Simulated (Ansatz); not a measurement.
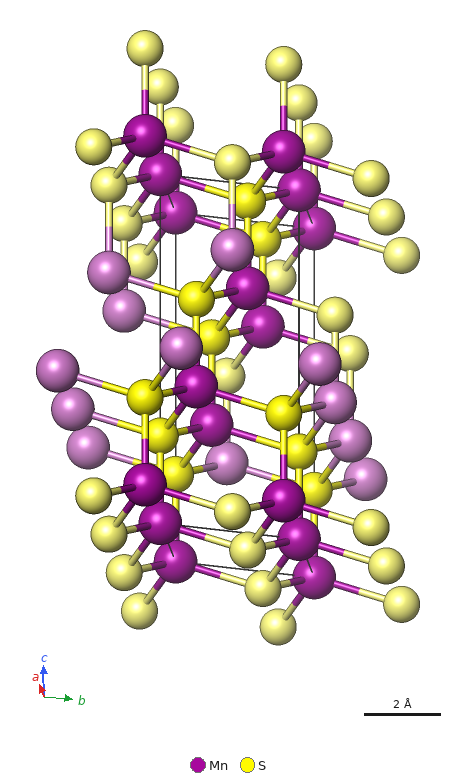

The structure as given in the input (ball-and-stick view of the cell 3 times as large as that of the calculation, set on its symmetry axes, repeated 2 × 1 × 1, seen at an oblique angle; neighbours outside the cell are drawn fainter). An atom can appear more than once, as a periodic image.

**MnS: geometry relaxation (part 1 of 2)**

System: MnS (R3m, 2 atoms in the cell).
Method: DFT PBE, scalar-relativistic, plane waves, PAW, spin-polarised (Ansatz 0.2.0).

The structure derives from an entry of the Crystallography Open Database. It belongs to a series of runs on one base structure; here: film's bulk on the substrate's plane, third vector and atoms relaxed. Figures and captions count atoms from 1; the log counts them from 0 in places.

**What the program printed**
```
Warning: crystal.symmetry: narrowed to the stabiliser of the k-point mesh — unitary ops 6 → 2; excluded 4 operations that carry a point of the 9×9×11 mesh (shift [0, 0, 0]) off the mesh (the run samples exactly the mesh kpoints.mp_grid names, as under crystal.symmetry.detect: false, and its converged state has the mesh's symmetry, not the crystal's; ε∞, the Born charges and the force constants of a linear response (`dielectric:` by the response, `phonons.method: dfpt`) are averaged over those of the crystal's operations that the state keeps within a tolerance, where `mesh_tensors`, `unaveraged_element` or `gamma_mean_max_change_ev_ang2` stands beside them; a row that `dielectric.field_direction` solves alone is averaged likewise, with nothing beside; a Γ-centred mesh of equal divisions is mapped onto itself by every operation and keeps the whole group, as does a half-shifted one under kpoints.further_shifts: images)
Engine: ansatz 0.2.0, x86_64-unknown-linux-gnu
Pseudopotentials: kind: paw
Pseudopotential: Mn, paw, valence charge 15, recommended cutoff 420 eV (normal), Mn.paw.azcp
Pseudopotential: S, paw, valence charge 6, recommended cutoff 420 eV (normal), S.paw.azcp
Functional definition: PBE
  parameter kappa = 0.804
  parameter beta = 0.06672455060314922
  exchange = pbe_x(kappa = kappa, mu = beta*pi^2/3)
  correlation = pbe_c(beta = beta)
Crystal: 2 atoms, lattice volume = 45.487 Å³
Basis set: ecut = 420 eV, 899 PW (Γ), exchange–correlation on 60×60×54 points (8 copies of the dense FFT grid, shifted against one another)
Bands: 17, of which v1, the nominal top of the filled ones, is band 11 counted from 1 (10 counted from 0)
Symmetry: 2 space group operations
k-points: 250 of 891 (time reversal used)
Non-local potential: Mn, projectors of the file, l = 0: 3, l = 1: 2, l = 2: 3, l = 3: 1
Non-local potential: S, projectors of the file, l = 0: 2, l = 1: 2, l = 2: 2
PAW form: soft (Blöchl's): semilocal exchange-correlation on the pseudo side does not see the compensation charge
PAW one-centre angular grid: Mn, 590 points (default); XC on 64 Gauss nodes
PAW one-centre angular grid: S, 110 points (default); XC on 64 Gauss nodes
Initial density: superposition of atomic densities (chi_scale 0.1, normalization cell, long waves kept (reshape's long-wave potential 0.00 eV rms))
Starting moments: Σ|m| = 4.77 μB on 2 of 2 sites
Initial wavefunctions: pseudopotential atomic-orbital guess
Functional: x = pbe(κ = 0.804, μ = 0.2195149727645171), c = pbe(β = 0.06672455060314922)
SCF iter   1: F=—  HF=-4801.321928 eV  |F-HF|=—  |Δ(HF+E_count)|=         —  Δρ=5.00e-2 (↑5.00e-2 ↓3.21e-2)  dr2=2.81e0  dr2_m=5.89e-2  M=4.798 μB ∫|m|=4.799 μB  β_m=0.30  ethr=3.10e-3  ⟨swp⟩=4.4  Hψ=40072  notcnv=0
Mixer restart at iter 1: flushing history
preconditioner: auto → Kerker (q_TF=auto, 2.399 Å⁻¹)  [metal: Δε(μ)=0.002 eV  Ē_g=9.052 eV  σ=0.100 eV  W_gap=0.01  n_scr=14 (ndim 8)  ℏωp=19.9 eV  f_vac=0.000  D(μ)=1.55/eV (n_scr^D=14)]
spin=Collinear: Kerker preconditioning applied to the charge; magnetization (m = ρ↑ − ρ↓) channel mixes plain (no charge-response kernel on spin).
SCF iter   2: F=—  HF=-4801.355903 eV  |F-HF|=—  |Δ(HF+E_count)|=   3.40e-2  Δρ=2.03e-2 (↑2.03e-2 ↓1.81e-2)  dr2=7.65e-1  dr2_m=7.81e-3  M=4.822 μB ∫|m|=4.822 μB  β_m=0.41  ethr=3.10e-3  ⟨swp⟩=2.7  Hψ=18619  notcnv=0  defer=878
SCF iter   3: F=—  HF=-4801.665658 eV  |F-HF|=—  |Δ(HF+E_count)|=   3.10e-1  Δρ=7.75e-3 (↑6.51e-3 ↓7.75e-3)  dr2=1.30e-1  dr2_m=1.53e-3  M=4.873 μB ∫|m|=4.873 μB  β_m=0.68  ethr=3.10e-3  ⟨swp⟩=2.0  Hψ=12242  notcnv=0  defer=884
SCF iter   4: F=—  HF=-4801.831656 eV  |F-HF|=—  |Δ(HF+E_count)|=         —  Δρ=5.91e-3 (↑3.45e-3 ↓5.91e-3)  dr2=5.09e-2  dr2_m=2.92e-3  M=4.965 μB ∫|m|=4.965 μB  β_m=0.68  ethr=6.20e-4  ⟨swp⟩=2.0  Hψ=14923  notcnv=0  defer=883
Mixer restart at iter 4: flushing history
SCF iter   5: F=—  HF=-4801.836787 eV  |F-HF|=—  |Δ(HF+E_count)|=   5.13e-3  Δρ=3.01e-3 (↑2.89e-3 ↓3.01e-3)  dr2=1.84e-2  dr2_m=1.74e-3  M=4.975 μB ∫|m|=4.975 μB  β_m=0.84  ethr=2.42e-4  ⟨swp⟩=2.5  Hψ=12970  notcnv=0  defer=883
SCF iter   6: F=—  HF=-4801.838930 eV  |F-HF|=—  |Δ(HF+E_count)|=   2.14e-3  Δρ=3.06e-3 (↑3.06e-3 ↓8.39e-4)  dr2=3.63e-3  dr2_m=8.63e-4  M=4.973 μB ∫|m|=4.973 μB  β_m=0.71  ethr=8.77e-5  ⟨swp⟩=2.0  Hψ=13621  notcnv=0  defer=883
SCF iter   7: F=—  HF=-4801.838013 eV  |F-HF|=—  |Δ(HF+E_count)|=   9.17e-4  Δρ=8.88e-4 (↑5.20e-4 ↓8.88e-4)  dr2=9.06e-4  dr2_m=6.45e-5  M=4.976 μB ∫|m|=4.976 μB  β_m=0.85  ethr=1.73e-5  ⟨swp⟩=2.0  Hψ=15152  notcnv=0  defer=883
SCF iter   8: F=—  HF=-4801.839431 eV  |F-HF|=—  |Δ(HF+E_count)|=   1.42e-3  Δρ=3.31e-4 (↑3.31e-4 ↓2.90e-4)  dr2=1.50e-4  dr2_m=1.20e-6  M=4.973 μB ∫|m|=4.973 μB  β_m=0.93  ethr=4.31e-6  ⟨swp⟩=2.0  Hψ=12204  notcnv=0  defer=883
SCF iter   9: F=—  HF=-4801.839609 eV  |F-HF|=—  |Δ(HF+E_count)|=   1.78e-4  Δρ=7.49e-5 (↑5.93e-5 ↓7.49e-5)  dr2=7.67e-6  dr2_m=1.53e-7  M=4.974 μB ∫|m|=4.974 μB  β_m=0.96  ethr=7.13e-7  ⟨swp⟩=2.0  Hψ=12387  notcnv=0  defer=883
SCF iter  10: F=—  HF=-4801.839637 eV  |F-HF|=—  |Δ(HF+E_count)|=   2.73e-5  Δρ=2.37e-5 (↑2.37e-5 ↓1.10e-5)  dr2=4.33e-7  dr2_m=4.70e-8  M=4.975 μB ∫|m|=4.975 μB  β_m=0.98  ethr=3.65e-8  ⟨swp⟩=2.0  Hψ=11844  notcnv=0  defer=883
SCF iter  11: F=-4801.839638 eV  HF=-4801.839638 eV  |F-HF|=2.12e-8  |Δ(HF+E_count)|=   1.03e-6  Δρ=6.12e-6 (↑3.12e-6 ↓6.12e-6)  dr2=5.84e-8  dr2_m=2.13e-9  M=4.975 μB ∫|m|=4.975 μB  ethr=4.76e-10  ⟨swp⟩=8.7  Hψ=55697  notcnv=0
SCF 1 converged in 11 iterations: F = -4801.839638 eV  dr2 = 5.84e-8
  greatest PAW one-centre occupation: 1.003 electrons in one spin orbital (limit 2), on the Mn atom at site 0 (counted from 0), in its partial waves of l = 1
relax step   1: F+E_penalty+E_count = -4801.83963781 eV  Δ(F+E_penalty+E_count) = +0.000e0 eV  max|allowed force component| = 2.197e-1 eV/Å  Δτ_max = 0.0000 Å  P = -0.585 GPa  Ω = 45.487 Å³  fix = [a, b, gamma]  reactions: a -1.609, b -1.609 GPa; gamma +0.929 GPa/rad  (11 SCF iters, dr2 threshold 1.00e-7 eV, accepted)
Crystal: 2 atoms, lattice volume = 45.599 Å³
Initial density: handed on by an earlier stage of this run
Starting moments: Σ|m| = 4.77 μB on 2 of 2 sites; this step starts from the density that it was given
Initial wavefunctions: those handed on with the density
iter 1 solved again at ethr=1.41e-6 eV; its pass at ethr=3.10e-3 eV (dr2=2.97e-4 eV) is discarded
SCF iter   1: F=—  HF=-4801.842754 eV  |F-HF|=—  |Δ(HF+E_count)|=         —  Δρ=6.70e-4 (↑4.78e-4 ↓6.70e-4)  dr2=3.46e-4  dr2_m=7.50e-5  M=4.978 μB ∫|m|=4.978 μB  β_m=0.65  ethr=1.41e-6  ⟨swp⟩=2.5  Hψ=48887  notcnv=0
preconditioner: auto → none  [metal: Δε(μ)=0.040 eV  Ē_g=9.186 eV  σ=0.100 eV  W_gap=0.22  n_scr=0 (ndim 8)  ℏωp=19.8 eV  f_vac=0.048  D(μ)=0.42/eV (n_scr^D=0)]
SCF iter   2: F=—  HF=-4801.842706 eV  |F-HF|=—  |Δ(HF+E_count)|=   4.80e-5  Δρ=2.46e-4 (↑2.00e-4 ↓2.46e-4)  dr2=1.96e-5  dr2_m=1.20e-5  M=4.978 μB ∫|m|=4.978 μB  β_m=0.47  ethr=1.41e-6  ⟨swp⟩=2.5  Hψ=12791  notcnv=0
SCF iter   3: F=—  HF=-4801.842715 eV  |F-HF|=—  |Δ(HF+E_count)|=   9.07e-6  Δρ=1.38e-4 (↑1.08e-4 ↓1.38e-4)  dr2=2.07e-6  dr2_m=4.95e-6  M=4.978 μB ∫|m|=4.978 μB  β_m=0.68  ethr=9.32e-8  ⟨swp⟩=2.1  Hψ=11559  notcnv=0
SCF iter   4: F=—  HF=-4801.842726 eV  |F-HF|=—  |Δ(HF+E_count)|=   1.04e-5  Δρ=2.95e-5 (↑2.19e-5 ↓2.95e-5)  dr2=4.49e-7  dr2_m=1.74e-7  M=4.978 μB ∫|m|=4.979 μB  β_m=0.65  ethr=9.86e-9  ⟨swp⟩=2.0  Hψ=13328  notcnv=0
SCF iter   5: F=—  HF=-4801.842726 eV  |F-HF|=—  |Δ(HF+E_count)|=   7.74e-7  Δρ=1.41e-5 (↑1.41e-5 ↓7.96e-6)  dr2=1.37e-8  dr2_m=4.75e-8  M=4.979 μB ∫|m|=4.979 μB  β_m=0.70  ethr=2.14e-9  ⟨swp⟩=2.0  Hψ=13261  notcnv=0
SCF iter   6: F=-4801.842726 eV  HF=-4801.842727 eV  |F-HF|=1.40e-7  |Δ(HF+E_count)|=   1.90e-7  Δρ=1.38e-5 (↑4.95e-6 ↓1.38e-5)  dr2=1.63e-7  dr2_m=1.13e-8  M=4.979 μB ∫|m|=4.979 μB  ethr=6.51e-11  ⟨swp⟩=5.0  Hψ=43846  notcnv=0
SCF 2 converged in 6 iterations: F = -4801.842726 eV  dr2 = 1.63e-7
relax step   2: F+E_penalty+E_count = -4801.84272650 eV  Δ(F+E_penalty+E_count) = -3.089e-3 eV  max|allowed force component| = 1.279e-1 eV/Å  Δτ_max = 0.0067 Å  P = -0.756 GPa  Ω = 45.599 Å³  energy of the carried Pulay correction = -2.280e-5 eV  fix = [a, b, gamma]  reactions: a -1.525, b -1.525 GPa; gamma +0.880 GPa/rad  (6 SCF iters, dr2 threshold 2.00e-7 eV, accepted)
Crystal: 2 atoms, lattice volume = 45.672 Å³
iter 1 solved again at ethr=3.06e-6 eV; its pass at ethr=3.10e-3 eV (dr2=6.42e-4 eV) is discarded
SCF iter   1: F=—  HF=-4801.844439 eV  |F-HF|=—  |Δ(HF+E_count)|=         —  Δρ=9.98e-4 (↑6.54e-4 ↓9.98e-4)  dr2=7.03e-4  dr2_m=1.46e-4  M=4.981 μB ∫|m|=4.981 μB  β_m=0.65  ethr=3.06e-6  ⟨swp⟩=2.1  Hψ=46552  notcnv=0
preconditioner: auto → none  [metal: Δε(μ)=0.056 eV  Ē_g=9.178 eV  σ=0.100 eV  W_gap=0.30  n_scr=0 (ndim 8)  ℏωp=19.8 eV  f_vac=0.048  D(μ)=0.39/eV (n_scr^D=0)]
SCF iter   2: F=—  HF=-4801.844348 eV  |F-HF|=—  |Δ(HF+E_count)|=   9.11e-5  Δρ=3.49e-4 (↑2.74e-4 ↓3.49e-4)  dr2=3.67e-5  dr2_m=2.22e-5  M=4.981 μB ∫|m|=4.981 μB  β_m=0.47  ethr=3.06e-6  ⟨swp⟩=2.5  Hψ=12730  notcnv=0
SCF iter   3: F=—  HF=-4801.844365 eV  |F-HF|=—  |Δ(HF+E_count)|=   1.75e-5  Δρ=1.94e-4 (↑1.43e-4 ↓1.94e-4)  dr2=4.40e-6  dr2_m=8.81e-6  M=4.981 μB ∫|m|=4.981 μB  β_m=0.68  ethr=1.75e-7  ⟨swp⟩=2.3  Hψ=11813  notcnv=0
SCF iter   4: F=—  HF=-4801.844383 eV  |F-HF|=—  |Δ(HF+E_count)|=   1.85e-5  Δρ=3.00e-5 (↑2.83e-5 ↓3.00e-5)  dr2=5.22e-7  dr2_m=2.22e-7  M=4.981 μB ∫|m|=4.981 μB  β_m=0.64  ethr=2.10e-8  ⟨swp⟩=2.0  Hψ=13577  notcnv=0
SCF iter   5: F=—  HF=-4801.844384 eV  |F-HF|=—  |Δ(HF+E_count)|=   6.93e-7  Δρ=1.28e-5 (↑1.28e-5 ↓7.76e-6)  dr2=1.16e-8  dr2_m=4.04e-8  M=4.981 μB ∫|m|=4.981 μB  β_m=0.72  ethr=2.49e-9  ⟨swp⟩=2.1  Hψ=12693  notcnv=0
SCF iter   6: F=-4801.844384 eV  HF=-4801.844384 eV  |F-HF|=1.40e-7  |Δ(HF+E_count)|=   1.59e-7  Δρ=1.26e-5 (↑6.42e-6 ↓1.26e-5)  dr2=1.59e-7  dr2_m=7.44e-9  M=4.981 μB ∫|m|=4.981 μB  ethr=5.53e-11  ⟨swp⟩=5.0  Hψ=44646  notcnv=0
SCF 3 converged in 6 iterations: F = -4801.844384 eV  dr2 = 1.59e-7
relax step   3: F+E_penalty+E_count = -4801.84438420 eV  Δ(F+E_penalty+E_count) = -1.658e-3 eV  max|allowed force component| = 1.288e-2 eV/Å  Δτ_max = 0.0107 Å  P = -0.882 GPa  Ω = 45.672 Å³  energy of the carried Pulay correction = -3.784e-5 eV  fix = [a, b, gamma]  reactions: a -1.351, b -1.351 GPa; gamma +0.780 GPa/rad  (6 SCF iters, dr2 threshold 2.00e-7 eV, accepted)
Crystal: 2 atoms, lattice volume = 45.666 Å³
iter 1 solved again at ethr=5.25e-8 eV; its pass at ethr=3.10e-3 eV (dr2=1.10e-5 eV) is discarded
SCF iter   1: F=—  HF=-4801.844406 eV  |F-HF|=—  |Δ(HF+E_count)|=         —  Δρ=1.37e-4 (↑8.49e-5 ↓1.37e-4)  dr2=1.14e-5  dr2_m=2.66e-6  M=4.981 μB ∫|m|=4.981 μB  β_m=0.65  ethr=5.25e-8  ⟨swp⟩=2.2  Hψ=44043  notcnv=0
preconditioner: auto → none  [metal: Δε(μ)=0.063 eV  Ē_g=9.178 eV  σ=0.100 eV  W_gap=0.33  n_scr=0 (ndim 8)  ℏωp=19.8 eV  f_vac=0.048  D(μ)=0.39/eV (n_scr^D=0)]
SCF iter   2: F=—  HF=-4801.844403 eV  |F-HF|=—  |Δ(HF+E_count)|=   2.55e-6  Δρ=4.53e-5 (↑3.60e-5 ↓4.53e-5)  dr2=5.68e-7  dr2_m=3.85e-7  M=4.981 μB ∫|m|=4.981 μB  β_m=0.47  ethr=5.25e-8  ⟨swp⟩=2.5  Hψ=12567  notcnv=0
SCF iter   3: F=—  HF=-4801.844404 eV  |F-HF|=—  |Δ(HF+E_count)|=   3.86e-7  Δρ=2.52e-5 (↑1.86e-5 ↓2.52e-5)  dr2=7.82e-8  dr2_m=1.45e-7  M=4.981 μB ∫|m|=4.981 μB  β_m=0.68  ethr=2.71e-9  ⟨swp⟩=2.2  Hψ=11640  notcnv=0
SCF iter   4: F=—  HF=-4801.844404 eV  |F-HF|=—  |Δ(HF+E_count)|=   3.36e-7  Δρ=6.13e-6 (↑6.13e-6 ↓4.01e-6)  dr2=1.36e-8  dr2_m=6.76e-9  M=4.981 μB ∫|m|=4.981 μB  β_m=0.61  ethr=3.72e-10  ⟨swp⟩=2.0  Hψ=13569  notcnv=0
SCF iter   5: F=-4801.844404 eV  HF=-4801.844404 eV  |F-HF|=2.45e-9  |Δ(HF+E_count)|=   7.65e-9  Δρ=2.03e-6 (↑1.55e-6 ↓2.03e-6)  dr2=3.89e-9  dr2_m=4.78e-10  M=4.981 μB ∫|m|=4.981 μB  ethr=4.94e-11  ⟨swp⟩=5.0  Hψ=44575  notcnv=0
SCF 4 converged in 5 iterations: F = -4801.844404 eV  dr2 = 3.89e-9
relax step   4: F+E_penalty+E_count = -4801.84440399 eV  Δ(F+E_penalty+E_count) = -1.980e-5 eV  max|allowed force component| = 1.163e-4 eV/Å  Δτ_max = 0.0015 Å  P = -0.879 GPa  Ω = 45.666 Å³  energy of the carried Pulay correction = -3.665e-5 eV  fix = [a, b, gamma]  reactions: a -1.319, b -1.319 GPa; gamma +0.762 GPa/rad  (5 SCF iters, dr2 threshold 1.04e-8 eV, accepted)
Initial wavefunctions: pseudopotential atomic-orbital guess (no wavefunctions were taken with the density)
iter 1 solved again at ethr=7.93e-8 eV; its pass at ethr=3.10e-3 eV (dr2=1.66e-5 eV) is discarded
SCF iter   1: F=—  HF=-4801.844444 eV  |F-HF|=—  |Δ(HF+E_count)|=         —  Δρ=5.22e-6 (↑2.50e-6 ↓5.22e-6)  dr2=2.90e-9  dr2_m=3.29e-9  M=4.981 μB ∫|m|=4.981 μB  β_m=0.65  ethr=7.93e-8  ⟨swp⟩=3.0  Hψ=66100  notcnv=0
eigensolver tolerance schedule: the retry pair's looser diagonalisation over-reported the residual by 5750.00 of it (diagonalisation noise at 0.17 of the residual, at the tolerance the schedule requests for it); recorded, not acted on — ethr = c·dr2/N_el stays at c = 1.0e-1
SCF iter   2: F=—  HF=-4801.844442 eV  |F-HF|=—  |Δ(HF+E_count)|=   1.53e-6  Δρ=1.96e-6 (↑1.39e-6 ↓1.96e-6)  dr2=4.15e-10  dr2_m=7.67e-10  M=4.981 μB ∫|m|=4.981 μB  β_m=0.60  ethr=1.38e-11  ⟨swp⟩=2.3  Hψ=14404  notcnv=0
SCF iter   3: F=—  HF=-4801.844442 eV  |F-HF|=—  |Δ(HF+E_count)|=   5.18e-9  Δρ=6.67e-7 (↑5.94e-7 ↓6.67e-7)  dr2=7.30e-11  dr2_m=1.44e-10  M=4.981 μB ∫|m|=4.981 μB  β_m=0.79  ethr=1.98e-12  ⟨swp⟩=2.0  Hψ=13800  notcnv=0
SCF iter   4: F=—  HF=-4801.844442 eV  |F-HF|=—  |Δ(HF+E_count)|=   1.04e-9  Δρ=4.01e-7 (↑2.26e-7 ↓4.01e-7)  dr2=7.57e-11  dr2_m=3.43e-11  M=4.981 μB ∫|m|=4.981 μB  β_m=0.86  ethr=1.00e-12  ⟨swp⟩=2.1  Hψ=11566  notcnv=0
SCF iter   5: F=-4801.844442 eV  HF=-4801.844442 eV  |F-HF|=2.55e-11  |Δ(HF+E_count)|=  2.35e-10  Δρ=2.42e-7 (↑2.42e-7 ↓5.09e-8)  dr2=2.29e-11  dr2_m=4.86e-12  M=4.981 μB ∫|m|=4.981 μB  ethr=1.00e-12  ⟨swp⟩=4.0  Hψ=37230  notcnv=0
SCF 5 converged in 5 iterations: F = -4801.844442 eV  dr2 = 2.29e-11
relax step   5: F+E_penalty+E_count = -4801.84444237 eV  Δ(F+E_penalty+E_count) = -3.838e-5 eV  max|allowed force component| = 1.416e-4 eV/Å  Δτ_max = 0.0000 Å  P = -0.880 GPa  Ω = 45.666 Å³  fix = [a, b, gamma]  reactions: a -1.319, b -1.319 GPa; gamma +0.762 GPa/rad  stress off target by 2.21e-4 GPa on what of the cell is left free  SCF on the basis re-selected at this cell (its energy is not comparable with the rows above)  (5 SCF iters)
```

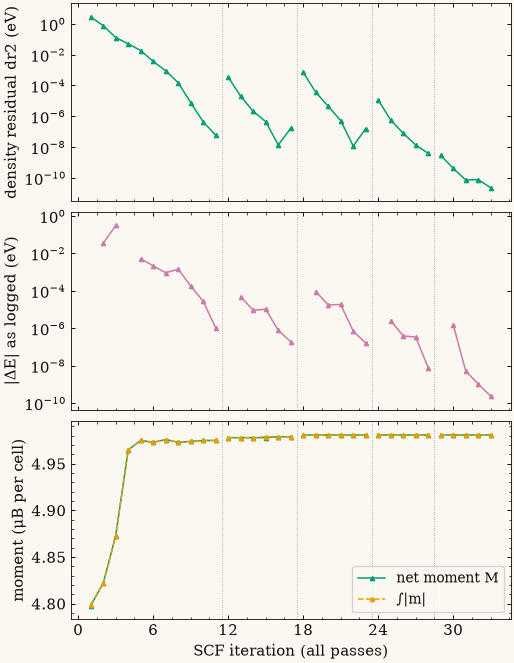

Convergence of the self-consistent field: density residual dr2, size of the energy change and magnetic moment against the SCF iteration. The dotted lines part the SCF passes of the relaxation: geometry steps, rejected trials and re-solves on a re-selected basis. The 5 passes take 5 to 11 iterations each, 33 in all. The net moment goes from 4.8 to 5.0 μB per cell.
